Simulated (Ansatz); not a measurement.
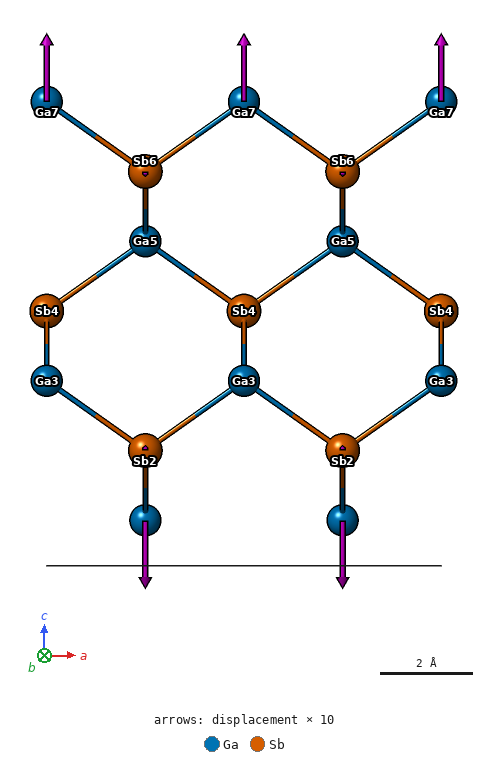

A (1 0 0) slab of GaSb as cut from the relaxed bulk. The purple arrows show how the atoms are displaced, magnified 10 times. A ball-and-stick model of the 2 × 1 repeat of the cell, outlined in the plane, without the vacuum, seen along the b axis.

Method: DFT PBEsol, scalar-relativistic, plane waves, PAW (Ansatz). Settings: plane-wave cutoff 420 eV; occupations gaussian; smearing width 0.1 eV; no spin polarisation. The k-mesh is chosen for each cell (8×8×11, 8×8×1).

> What was done to the structure, and with what result?

The atoms of the slab are relaxed at the bulk's in-plane cell. The slab isn't stoichiometric; relaxing it gains 0.047 J/m². The top spacing, between the Ga and Sb planes, goes from 1.53 to 1.69 Å (+10.8 %), the bottom one (Ga to Sb) from 1.53 to 1.69 Å (+10.8 %). The cell stays as it was. The largest moves relative to the layer's centre, 0.15 Å, are those of Ga atoms. Largest moves by element: Ga 0.15 Å, Sb 0.01 Å. Some distances before and after: Ga–Sb 2.646 → 2.641 to 2.744 Å.
